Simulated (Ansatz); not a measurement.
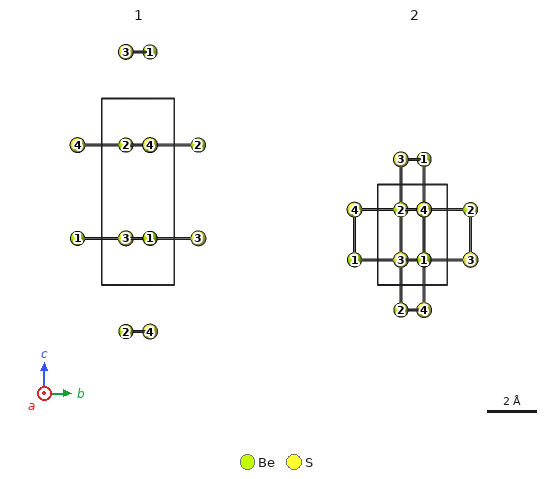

Two geometries of crystalline BeS (built on the h-MgO (five-fold) type), drawn at one scale. One is the start of a relaxation, the other its converged end. Style: ball-and-stick. Shown: the cell of the calculation, along the a axis.

The calculation used Ansatz 0.2.0, DFT, PBE, plane waves, PAW. Settings: plane-wave cutoff 420 eV; k-point mesh 12 × 12 × 6; occupations fermi dirac; smearing width 0.02 eV; no spin polarisation; cell and atoms relaxed; force threshold 0.005 eV/Å.

Question: Which geometry has the lower energy?

Answer: Structure 1 is the relaxed one. The atoms keep their places relative to the cell (all moves are under 0.005 Å). The volume changes by +101.5 %, with a = b 3.321 → 3.460 Å (+4.2 %), c 4.151 → 7.704 Å (+85.6 %). Some distances before and after: Be1–S4 2.076 → 3.852 Å, S3–S4 2.826 → 4.339 Å, Be1–S3 1.917 → 1.998 Å. Bonds break: Be1–S4 (2.08 → 3.85 Å), Be2–S3 (2.08 → 3.85 Å). The space group stays P6_3/mmc (No. 194). After 23 accepted moves (27 points after the start) the energy has fallen by 963 meV per atom. All forces vanish by symmetry, so only the cell relaxes. The pressure goes from 71.41 to 0.00 GPa. The line search rejected the trial step at point 10 of the run. The SCF was repeated 3 times at an unchanged geometry on a basis and grid sized afresh for the cell, which shifted the energy by 26.2 meV per atom at most.
